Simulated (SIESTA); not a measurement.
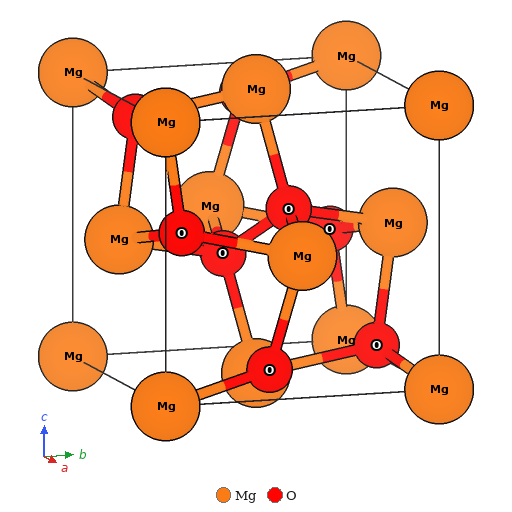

System: MgO₂, space group Pa-3 (No. 205). The picture shows the conventional cell.

Input file:
```
from ase import Atoms
from ase.calculators.siesta import Siesta
from ase.units import Ry, GPa
from ase.calculators.mixing import SumCalculator
from dftd3.ase import DFTD3
from ase.eos import EquationOfState

atoms = Atoms(
    ['Mg', 'Mg', 'Mg', 'Mg', 'O', 'O', 'O', 'O', 'O', 'O', 'O', 'O'],
    cell=[
        [4.82861247, 0.0, 0.0],
        [0.0, 4.82861247, 0.0],
        [0.0, 0.0, 4.82861247],
    ],
    scaled_positions=[
        [0.0, 0.0, 0.0],
        [0.5, 0.0, 0.5],
        [0.5, 0.5, 0.0],
        [0.0, 0.5, 0.5],
        [0.58942444, 0.91057556, 0.08942444],
        [0.91057556, 0.08942444, 0.58942444],
        [0.08942444, 0.58942444, 0.91057556],
        [0.41057556, 0.41057556, 0.41057556],
        [0.58942444, 0.58942444, 0.58942444],
        [0.91057556, 0.41057556, 0.08942444],
        [0.08942444, 0.91057556, 0.41057556],
        [0.41057556, 0.08942444, 0.91057556],
    ],
    pbc=True,
)

fdf = {
    'SCFMustConverge': False,
    'OccupationFunction': 'FD',
    'ElectronicTemperature': '0.05 eV',
    'MaxSCFIterations': '120',
    'SCF.Mixer.Method': 'Pulay',
    'SCF.Mixer.Weight': '0.25',
    'SCF.Mixer.History': '8',
    'SCF.DM.Tolerance': '5.0e-05',
    'SCF.H.Tolerance': '1.0e-03 eV',
    'WriteForces': 'true',
    'Charge.Mulliken': 'end',
}
calc = Siesta(
    label="MgO2",
    command="siesta < PREFIX.fdf > PREFIX.out",
    pseudo_path="pseudos",
    pseudo_qualifier="",
    xc=('GGA', 'BLYP'),
    basis_set="DZP",
    mesh_cutoff=800 * Ry,
    energy_shift=0.002 * Ry,
    kpts=[6, 6, 6],
    spin="non-polarized",
    fdf_arguments=fdf,
)
disp = DFTD3(method="BLYP", damping="d3bj")
atoms.calc = SumCalculator([calc, disp])

cell0 = atoms.cell.copy()
volumes, energies = [], []
for x in [0.94, 0.96, 0.98, 1.0, 1.02, 1.04, 1.06]:
    atoms.set_cell(cell0 * x ** (1 / 3), scale_atoms=True)
    volumes.append(atoms.get_volume() / len(atoms))
    energies.append((calc.get_potential_energy(atoms, force_consistent=True) + disp.get_potential_energy(atoms)) / len(atoms))
    print(f"V = {volumes[-1]:.5f} A^3/atom   F = {energies[-1]:.6f} eV/atom", flush=True)
v0, e0, b0 = EquationOfState(volumes, energies, eos="birchmurnaghan").fit()
print(f"v0 = {v0:.4f} A^3/atom, e0 = {e0:.5f} eV/atom, B0 = {b0 / GPa:.1f} GPa")
```

Run as:
```bash
python run.py
```

Computed with SIESTA 5.4.2: DFT in numerical atomic orbitals with pseudopotentials, no spin polarisation; energies at scaled volumes of the given cell, shape and fractions fixed, counted from the fit's minimum, third-order Birch-Murnaghan fit. Level: BLYP with D3(BJ).

- k mesh: 6×6×6
- occupations: Fermi–Dirac
- smearing width: 0.05 eV
- potentials: PseudoDojo 0.4 standard, converted to PSML
- program settings: basis DZP, mesh cutoff 800 Ry

Describe the result: the energy against volume. The volume takes the values 8.8189, 9.0065, 9.1942, 9.3818, 9.5694, 9.7571, 9.9447 Å³/atom.

A third-order Birch–Murnaghan fit gives V0 = 9.81 Å³/atom, B0 = 137 GPa and B′ = 4.3. The energy is 51.46 meV/atom at volume 8.8189 Å³/atom and 0.80 meV/atom at 9.9447 Å³/atom; the lowest computed point is at volume 9.7571 Å³/atom (0.09 meV/atom).

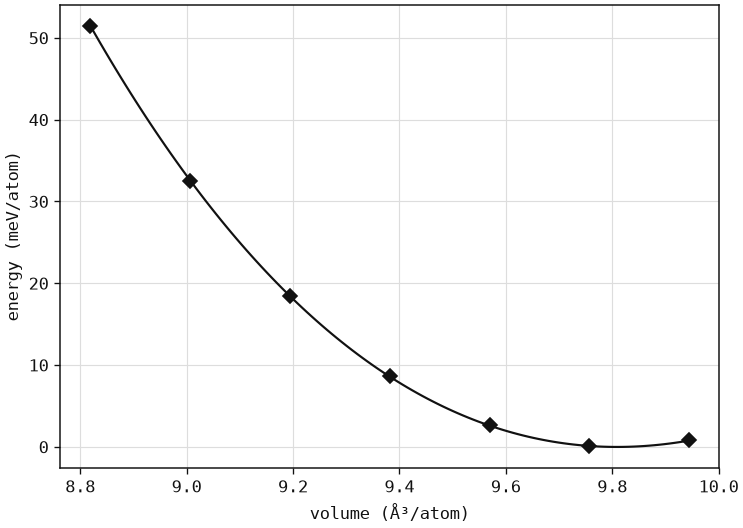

Caveats: shape and atomic fractions are frozen while scaling, which makes layered, chain and framework solids too stiff.
